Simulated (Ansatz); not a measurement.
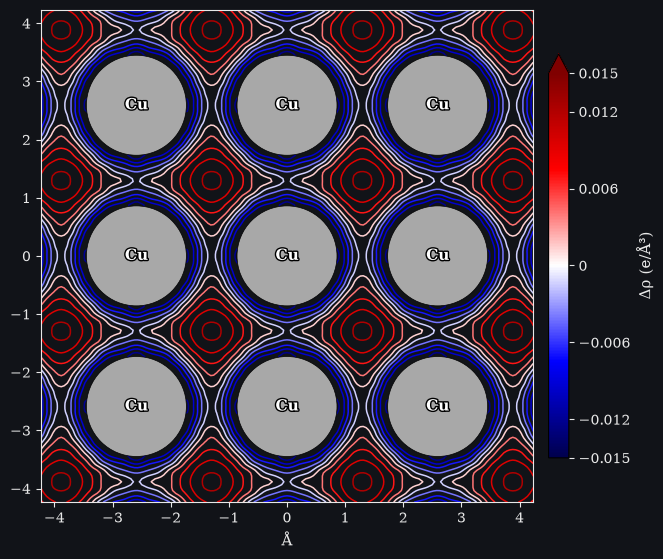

Cu. Difference of the valence pseudo-densities of two functionals at the same geometry, on the (101) plane of the calculation cell: one of BLYP and r2SCAN less the other.

Both computed with Ansatz (plane waves, PAW), on the same k-point mesh. Grey discs cover the atomic cores.

Q: Which was subtracted from which, and what does the map show?

A: It is r2SCAN less BLYP. Against BLYP, r2SCAN gives less density around Cu (−0.008 e/Å³ on average at 1.0 Å from the nucleus) and more density in the space between the atoms (+0.010 e/Å³ on average).
